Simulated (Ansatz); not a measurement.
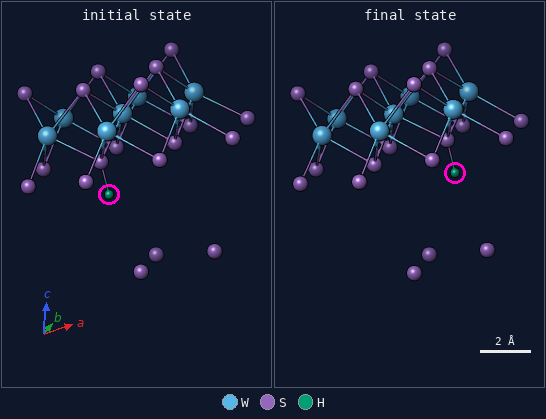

The two relaxed end points of a path for a defect cell of composition HW4S8 (cell charge +1) (13 atoms in the cell). Style: ball-and-stick. Shown: the atoms within 5.2 Å of the middle of the path, slightly off an axis. The moving atom is ringed, with any periodic copies. Bonds to atoms that aren't drawn are left out.

All numbers below come from DFT PBE, scalar-relativistic, plane waves, PAW (Ansatz 0.2.0).

Input
```yaml
crystal:
  lattice:
    - [3.187747423, 5.5213404984, 0.0]
    - [6.375494846, 0.0, 0.0]
    - [3.187747423, 1.8404468328, -7.4744429926]
  atoms:
    - { symbol: W, position: [-0.0067481372, 0.0049144362, 0.9978500786] }
    - { symbol: W, position: [0.0006260587, 0.5005972651, 0.9991152433] }
    - { symbol: W, position: [0.5049549425, 0.0048876653, 0.9979668861] }
    - { symbol: W, position: [0.5049534625, 0.4931231999, 0.9979684301] }
    - { symbol: S, position: [0.402872008, 0.4057198423, 0.7866257311] }
    - { symbol: S, position: [0.3998121916, 0.899441294, 0.8022334975] }
    - { symbol: S, position: [0.9057279312, 0.4057633663, 0.7865885918] }
    - { symbol: S, position: [0.9057296305, 0.9028546217, 0.7865866301] }
    - { symbol: S, position: [0.2639996082, 0.26320973, 0.2105122663] }
    - { symbol: S, position: [0.2658718513, 0.7658630107, 0.2033350444] }
    - { symbol: S, position: [0.7632874021, 0.2631439876, 0.2104729699] }
    - { symbol: S, position: [0.7632843374, 0.7640284018, 0.2104754875] }
    - { symbol: H, position: [0.4621854127, 0.9597957963, 0.6191361747] }
total_charge: 1
basis:
  ecutwfc: 420
  xc_grid: 2
kpoints:
  mp_grid: { grid: [3, 3, 3], shift: [0.0, 0.0, 0.0] }
hamiltonian:
  xc: pbe
scf:
  occupations: { method: gaussian, width: 0.02 }
output:
  forces: true
neb:
  images: 5
  f_tol: 0.05
  max_iterations: 70
  order_check: false
  final_atoms:
    - { symbol: W, position: [0.0049144362, 0.0039836224, 0.9978500786] }
    - { symbol: W, position: [0.0048876653, 0.4921905062, 0.9979668861] }
    - { symbol: W, position: [0.4931231999, 0.0039549075, 0.9979684301] }
    - { symbol: W, position: [0.5005972651, 0.4996614329, 0.9991152433] }
    - { symbol: S, position: [0.4057198423, 0.4047824186, 0.7866257311] }
    - { symbol: S, position: [0.4057633663, 0.9019201108, 0.7865885918] }
    - { symbol: S, position: [0.9028546217, 0.4048291177, 0.7865866301] }
    - { symbol: S, position: [0.899441294, 0.8985130168, 0.8022334975] }
    - { symbol: S, position: [0.26320973, 0.2622783955, 0.2105122663] }
    - { symbol: S, position: [0.2631439876, 0.7630956404, 0.2104729699] }
    - { symbol: S, position: [0.7640284018, 0.2622117733, 0.2104754875] }
    - { symbol: S, position: [0.7658630107, 0.7649300936, 0.2033350444] }
    - { symbol: H, position: [0.9597957963, 0.9588826162, 0.6191361747] }
```

Launched with:
```bash
ansatz run input.yaml --threads 4 --pin off --max-ram 10240MiB --backend cpu --events-out ev --progress --plain --runs-dir out
```

Predict the minimum-energy path and its barrier.

Answer. The barrier is about 0.51 eV in both directions, with image 2 at the top; the ends have the same energy. The H atom travels furthest, 3.17 Å from end to end, along +a, on a path that bends up to 1.29 Å away from the straight line. At the highest image its nearest neighbour (S) is 1.38 Å away, against 1.37 Å at the start, and the surrounding atoms stand up to 0.20 Å off the mean of their end positions. Breaking: H–S (1.37 → 3.42 Å). Forming: H–S (3.42 → 1.37 Å). The band is converged.

Energies of the converged images:

```
image  path (Å)  E (eV)
    0      0.00   0.000
    1      0.60   0.195
    2      1.19   0.511
    3      2.06   0.461
    4      2.92   0.449
    5      3.78   0.384
    6      4.65   0.000
```

The geometry at the top of the path:

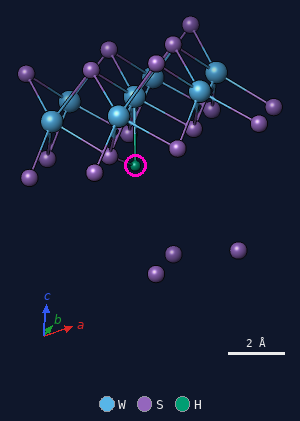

Limits of the set-up: the periodic images lie only 6.4 Å apart, so the values are limited by the cell's size; the cell is charged, on a uniform background, and energies carry no finite-size correction.
